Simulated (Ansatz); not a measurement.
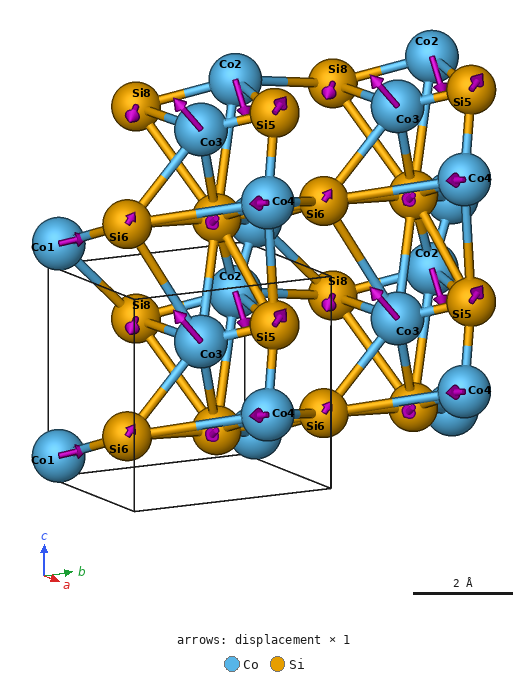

This is a relaxation of crystalline CoSi (set up in P1). The starting structure is drawn; purple arrows show the displacements (the part carried along by the change of the cell is left out), at their true length.

Style: ball-and-stick. Shown: the cell of the calculation, repeated 1 × 2 × 2 with one cell outlined, slightly off an axis.

Case: all atoms moved at random, sigma 0.4 Å for each component, cell strained at random, sigma 0.01; relaxed back.

Theory: Ansatz 0.2.0, DFT PBEsol, scalar-relativistic, plane waves, PAW. Settings: plane-wave cutoff 420 eV; k-point mesh 8 × 8 × 8; occupations gaussian; smearing width 0.15 eV; no spin polarisation; cell and atoms relaxed; force threshold 0.01 eV/Å; at most 80 steps.

Question: Which element moves most?

Answer: Cobalt: up to 0.93 Å, against 0.63 Å for silicon.

Question: Describe the change and its energy.

Answer: After 10 accepted moves (12 points after the start) the energy has fallen by 4019 meV per atom. Largest force component: 29 eV/Å at the start, 0.00055 eV/Å at the end. The pressure goes from 156.12 to 0.00 GPa. At 2 points the geometry stayed and the basis and grid were re-selected for the new cell (energy shift of 0.2 meV per atom at most each time). The atom that moves furthest relative to the cell is a Co atom (0.93 Å along [0 −1 1]). Largest moves by element: Co 0.93 Å, Si 0.63 Å. The drawn cell changes as follows: a 4.340 → 4.386 Å (+1.1 %), b 4.378 → 4.386 Å (+0.2 %), c 4.370 → 4.386 Å (+0.4 %), α 88.0° → 90.0°, γ 90.5° → 90.0°; the volume changes by +1.7 %. Some distances before and after: Co–Si 2.359 → 3.589 Å, Co–Co 1.617 → 2.698 Å, Si–Si 1.644 → 2.714 Å, Co–Si 3.405 → 2.404 Å. New bonds form: Co–Si (3.11 → 2.30 Å). Bonds break: Co–Co (1.62 → 2.70 Å), Co–Co (1.84 → 2.70 Å), Co–Si (2.36 → 3.59 Å). Among the angles between lasting bonds that change: Si–Co–Si 113.8° → 68.7°, Si–Co–Si 67.7° → 111.0°, Si–Co–Si 111.1° → 139.3°. The space group (tolerance 0.01 Å) goes from P1 (No. 1) to P2_13 (No. 198).
